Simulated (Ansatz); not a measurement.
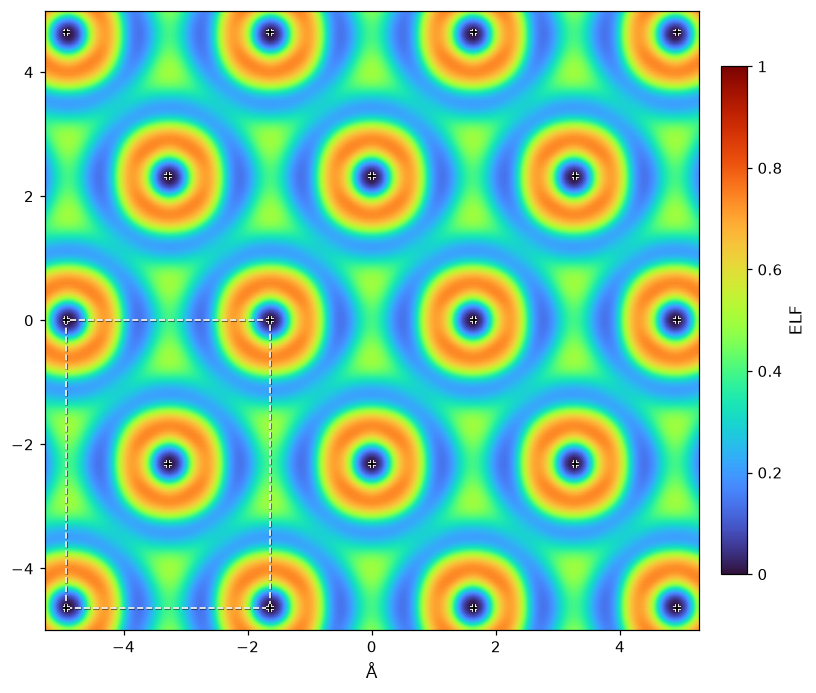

The electron localisation function on a plane through atoms (crosses mark nuclei in the plane).

These are results of DFT PBEsol, scalar-relativistic, plane waves, PAW in Ansatz, not measurements.

Candidates:
A. Ta, a = 3.28 Å, b = 3.28 Å, c = 3.28 Å, α = 90.00°, β = 90.00°, γ = 90.00°. Space group Im-3m; computed without spin polarisation.
B. P, a = 3.15 Å, b = 33.48 Å, c = 4.44 Å, α = 90.00°, β = 90.00°, γ = 90.00°. Space group Pmna; a structure from a database of computed crystals, not necessarily the ambient phase; changed on purpose from its base cell (strain -0.040 along x and y, +0.000 along z, atoms carried along); not relaxed (largest force 0.9 eV/Å).

Which candidate gave the map?

Answer. Candidate A: Ta on the (101) plane of the conventional cell, which holds Ta. Ta–Ta (2.84 Å): the ELF is about 0.30 at the midpoint; no localised pair shows between them.
